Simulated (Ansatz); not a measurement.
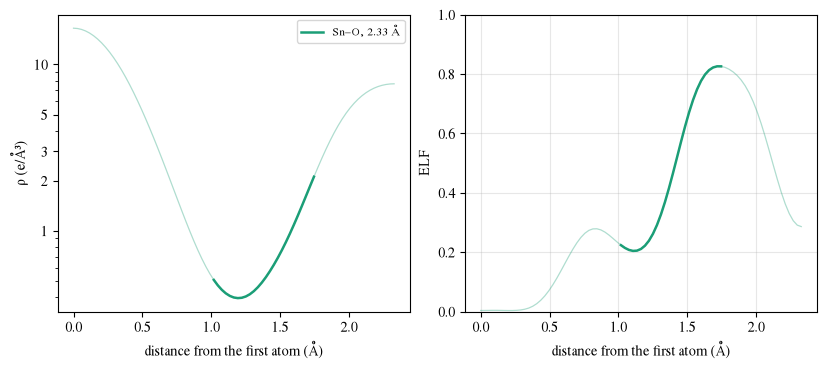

SnO. Valence electron density and ELF along straight lines between neighbouring atoms. Thin, pale parts lie inside the atomic spheres.

Space group F-43m; started from the zincblende prototype, which need not be the ambient phase.

These are results of DFT, PBEsol, plane waves, PAW (Ansatz 0.2.0), not measurements.

The density is the valence pseudo-density of a PAW calculation; it isn't the true density close to the nuclei.

What can be read from the curves?

Answer. Sn–O (2.33 Å): the density is about 0.4 e/Å³ at the midpoint; the ELF peaks at about 0.85 in the valence shell of O, 0.6 Å from its nucleus, and drops to about 0.20 between the two atoms (no shared electron pair shows on this line).
